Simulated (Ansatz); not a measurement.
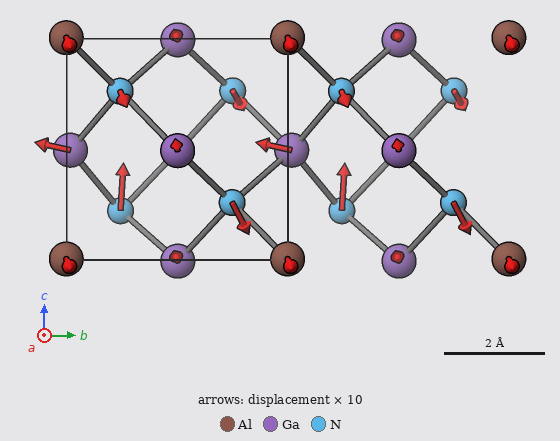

This is a relaxation of crystalline AlGa$_{3}$N$_{4}$ (set up in P1). The starting structure is drawn; red arrows show the displacements, 10 times their true length.

Style: ball-and-stick. Shown: the cell of the calculation, repeated 1 × 2 × 1 with one cell outlined, along the a axis.

Case: all atoms moved at random, sigma 0.05 Å for each component; relaxed back.

Method: DFT r2SCAN, scalar-relativistic, plane waves, PAW (Ansatz). (plane-wave cutoff 500 eV; k-point mesh 6 × 6 × 6; occupations gaussian; smearing width 0.05 eV; no spin polarisation; atoms relaxed in a fixed cell; force threshold 0.01 eV/Å; at most 80 steps)

Describe the change and its energy.

Answer. The largest moves, 0.099 Å, are those of Al and N atoms. By element the largest moves are N 0.099 Å, Al 0.098 Å, Ga 0.079 Å. The cell stays as it was. Among the contacts that change: Ga–N 1.839 → 1.948 Å, Al–N 1.978 → 1.892 Å, Ga–N 2.020 → 1.948 Å, Ga–N 1.880 → 1.948 Å. Bond angles that change, for instance: N–Al–N 101.9° → 109.5°, Al–N–Ga 117.2° → 110.6°, N–Al–N 115.0° → 109.5°. The space group (tolerance 0.01 Å) goes from P1 (No. 1) to P-43m (No. 215). The energy falls by 0.439 eV per cell of the calculation in 3 accepted moves (4 points after the start). The largest force component goes from 2.1 to 0.0011 eV/Å. 1 step only repeated the SCF at the same geometry. Cost: 120 s on 2 threads of Intel(R) Xeon(R) 6975P-C (Granite Rapids), on a shared host, peak memory 0.98 GiB.
